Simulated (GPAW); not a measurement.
GaN (F-43m): refractive index against wavelength

The refractive index of GaN (F-43m) below the direct gap (1.71 eV on the mesh) is read from one computed spectrum, n = √(Re ε).

The structure is cubic, space group F-43m (No. 216). Conventional cell: a = 4.507 Å, b = 4.507 Å, c = 4.507 Å, α = 90.00°, β = 90.00°, γ = 90.00°. Ga on site a is surrounded by 4 N at 1.95 Å. N on site d is surrounded by 4 Ga at 1.95 Å.

Method: GPAW 26.7.0, PBE, RPA, k-mesh 13×13×13, local fields up to 60 eV, Lorentzian half width 0.15 eV.

Launch of the response step: `OMP_NUM_THREADS=1 python df.py`. The run took 36 s, its band step included, on 1 thread of Arm Neoverse V1, with other jobs on the host.

```tsv
wavelength (nm)	photon energy E (eV)	n
3000	0.413	2.4029
2000	0.620	2.4122
1550	0.800	?
1310	0.946	2.4369
1064	1.165	2.4637
```

In the single-oscillator model n² − 1 = E₀E_d/(E₀² − E²), so 1/(n² − 1) = E₀/E_d − E²/(E₀E_d) is linear in E².

Working, on the rows shown:

| x = E² (eV²) | y = 1/(n² − 1) |
| --- | --- |
| 0.170801 | 0.209471 |
| 0.384302 | 0.207524 |
| 0.895757 | 0.202491 |
| 1.35784 | 0.197246 |

Means: x̄ = 0.70218, ȳ = 0.20418. Σ(x − x̄)(y − ȳ) = -0.008748, Σ(x − x̄)² = 0.8508. Slope = -0.008748 / 0.8508 = -0.01028; intercept = ȳ − slope · x̄ = 0.2114. Turned back into n, the line misses the rows shown by at most 0.0015.

**Question.** Fill in the last column of the withheld row.

**Answer.** At x = 0.63984 the line gives y = 0.20482, that is 2.4253. The run gave 2.4240, so the interpolation is off by 0.0013, 2 % of the range in the table.

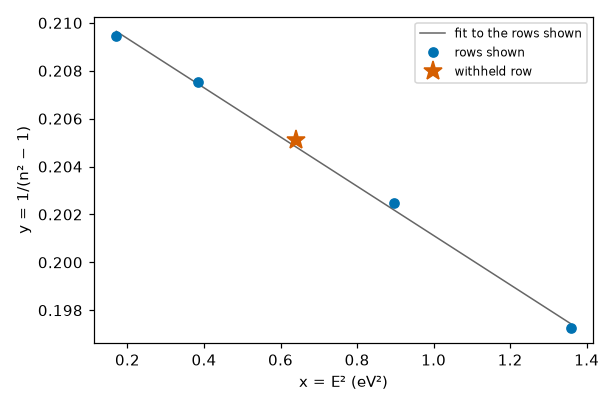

Refitted with all rows, the slope is -0.0103 and the intercept 0.21147. These give E₀ = √(intercept/−slope) = 4.53 eV and E_d = E₀/intercept = 21.4 eV; E₀ is 2.7 times the direct gap. The electronic limit at long wavelengths, without lattice vibrations, is n = √(1 + 1/intercept) = 2.393. Excitons are left out; PBE gaps are as a rule too small. The values come from a sum over the points of one k-mesh and carry its error, which grows as the direct gap shrinks. The local-field cutoff holds few shells of reciprocal vectors for this small cell, so ε∞ can read a few per cent high. Spin-orbit coupling is left out.

[Logs are printed without paths, hosts, clocks, repeated set-up lines and the standing remarks that a program may print on its own settings, such as how far it seeks lower states.]
